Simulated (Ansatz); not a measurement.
# MgS: what the fields show

```
S Mg
1.0
     5.66624    0.00000    0.00000
     0.00000    0.00000   -5.66624
     0.00000    5.66624    0.00000
S Mg
4 4
Cartesian
  4.2497 1.4166 -4.2497
  1.4166 4.2497 -4.2497
  1.4166 1.4166 -1.4166
  4.2497 4.2497 -1.4166
  2.8331 0.0000 -2.8331
  0.0000 2.8331 -2.8331
  0.0000 0.0000 0.0000
  2.8331 2.8331 0.0000
```

Space group F-43m; a structure from a database of computed crystals, not necessarily the ambient phase; computed pressure about −3 GPa in this cell.

Theory: Ansatz 0.2.0, Kohn-Sham DFT of a periodic cell, CAM-B3LYP with D3(BJ)-ATM, Ansatz PAW.

The density is the valence pseudo-density of a PAW calculation; it isn't the true density close to the nuclei.

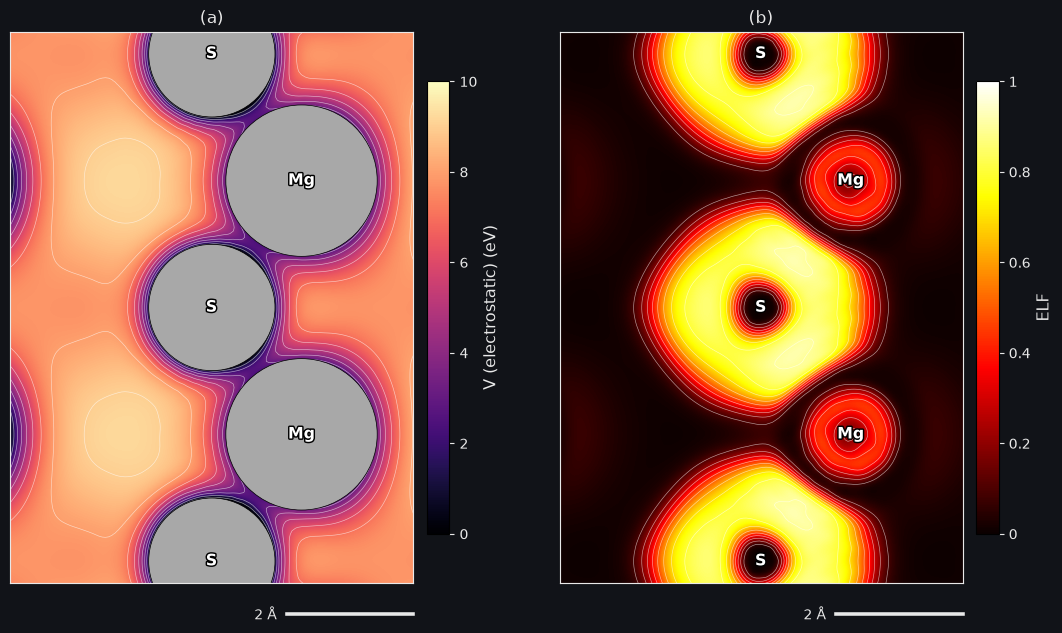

Figure 1. (a) electrostatic potential (local pseudopotential plus Hartree) felt by an electron; (b) electron localisation function on the (110) plane of the conventional cell. Grey discs cover the atomic cores in the potential map.

Read the bonding off the picture.

Answer. Atoms in the plane: S and Mg. Mg–S (2.45 Å): the ELF peaks at about 0.90 in the valence shell of S, 0.9 Å from its nucleus, and falls to about 0.05 next to Mg: an ionic contact with no shared pair. Outside the cores the potential energy rises away from the atoms and is highest about 2.4 Å from the nearest atoms; its zero is arbitrary.

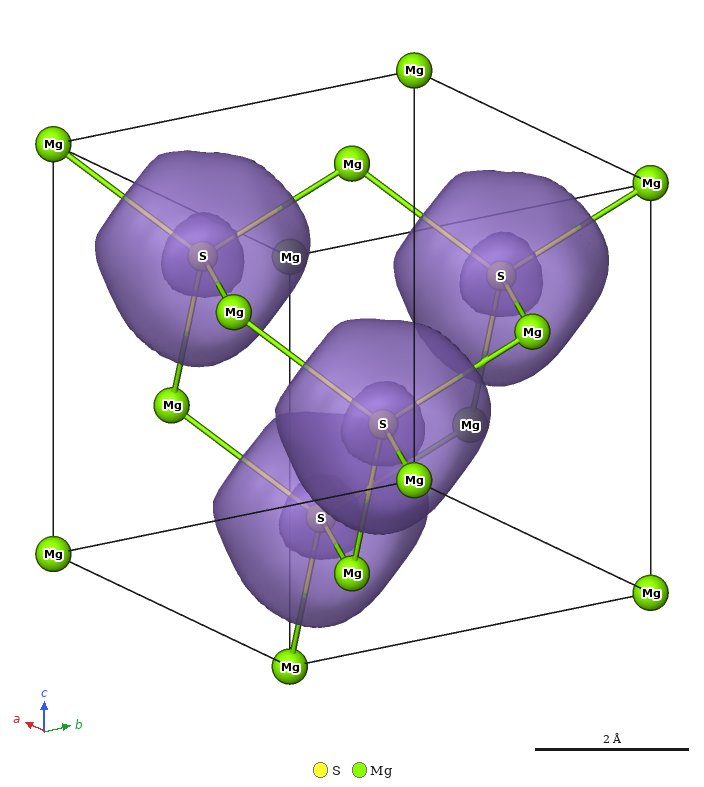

Figure 2. Isosurface of the ELF at 0.7 (purple), seen at an oblique angle. Only the valence region is drawn (cores and ρ < 0.01 e/Å³ removed). Sticks mark near contacts.

Where are the electrons localised?

Answer. The surface consists of four regions wrapped around S (the valence shell of each), counted in one cell of 8 atoms. Any copies at cell faces, edges or corners count once.

Does the calculation make it a metal, or give it a gap?

Answer. It is gapped, with a Kohn–Sham gap of 7.4 eV on the k-point mesh, an upper bound to the gap of this method.
